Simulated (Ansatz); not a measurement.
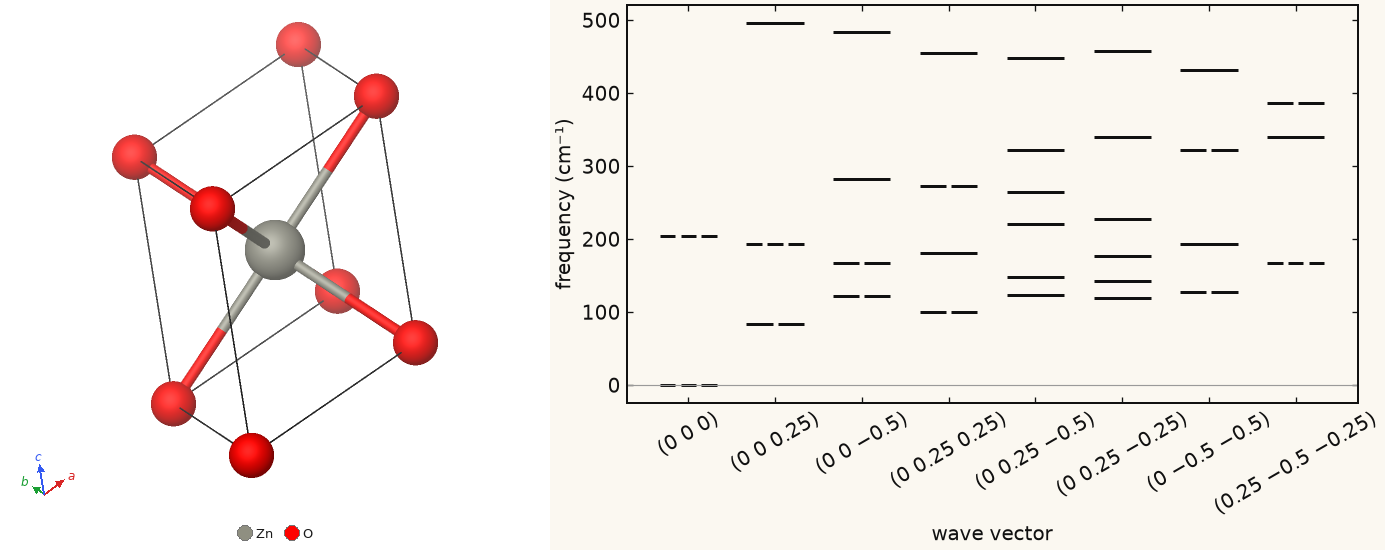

The picture above shows the phonon frequencies at several wave vectors (in fractions of the reciprocal vectors of the given cell) for ZnO, space group Fm-3m (No. 225) (cell built by us, not taken from a database). Imaginary frequencies are drawn as negative. The cell is drawn beside the plot.

Structure:
```yaml
crystal:
  lattice:
    - [0.00000, 2.16500, 2.16500]
    - [2.16500, 0.00000, 2.16500]
    - [2.16500, 2.16500, 0.00000]
  atoms:
    - { symbol: Zn, position: [0.50000, 0.50000, 0.50000] }
    - { symbol: O, position: [0.00000, 0.00000, 0.00000] }
```

Computed with Ansatz 0.2.0: harmonic phonon frequencies at the irreducible points of a q mesh with atoms at rest in the given cell, q in fractions of the reciprocal cell vectors, no long-range term at q = 0, imaginary frequencies are negative, the first points where there are many; plane waves with PAW datasets. Level: PBE, no spin polarisation.

wave cutoff 420 eV; k mesh 12×12×12; occupations fixed; pressure 0 GPa; phonon method linear response; q mesh 4×4×4.

### What do the frequencies say about stability?

No frequency is imaginary, so the structure is stable to these displacements at the wave vectors computed.

### What is the highest frequency?

The highest mode among the wave vectors computed lies at 496.5 cm⁻¹, at (0 0 0.25) (at the zone centre itself the field of polar modes is left out).

The computed values:

```csv
at,frequency (cm⁻¹)
(0 0 0),0.0
(0 0 0),0.0
(0 0 0),0.0
(0 0 0),204.0
(0 0 0),204.0
(0 0 0),204.0
(0 0 0.25),83.6
(0 0 0.25),83.6
(0 0 0.25),193.8
(0 0 0.25),193.8
(0 0 0.25),195.5
(0 0 0.25),496.5
(0 0 -0.5),121.9
(0 0 -0.5),121.9
(0 0 -0.5),167.5
(0 0 -0.5),167.5
(0 0 -0.5),282.6
(0 0 -0.5),484.1
(0 0.25 0.25),100.5
(0 0.25 0.25),100.5
(0 0.25 0.25),181.1
(0 0.25 0.25),272.8
(0 0.25 0.25),272.8
(0 0.25 0.25),454.7
(0 0.25 -0.5),124.0
(0 0.25 -0.5),147.9
(0 0.25 -0.5),221.2
(0 0.25 -0.5),264.1
(0 0.25 -0.5),321.6
(0 0.25 -0.5),448.4
(0 0.25 -0.25),119.3
(0 0.25 -0.25),142.1
(0 0.25 -0.25),176.4
(0 0.25 -0.25),227.0
(0 0.25 -0.25),339.8
(0 0.25 -0.25),457.4
(0 -0.5 -0.5),127.4
(0 -0.5 -0.5),127.4
(0 -0.5 -0.5),193.6
(0 -0.5 -0.5),322.2
(0 -0.5 -0.5),322.2
(0 -0.5 -0.5),431.1
(0.25 -0.5 -0.25),167.1
(0.25 -0.5 -0.25),167.1
(0.25 -0.5 -0.25),170.3
(0.25 -0.5 -0.25),340.0
(0.25 -0.5 -0.25),386.3
(0.25 -0.5 -0.25),386.3
```
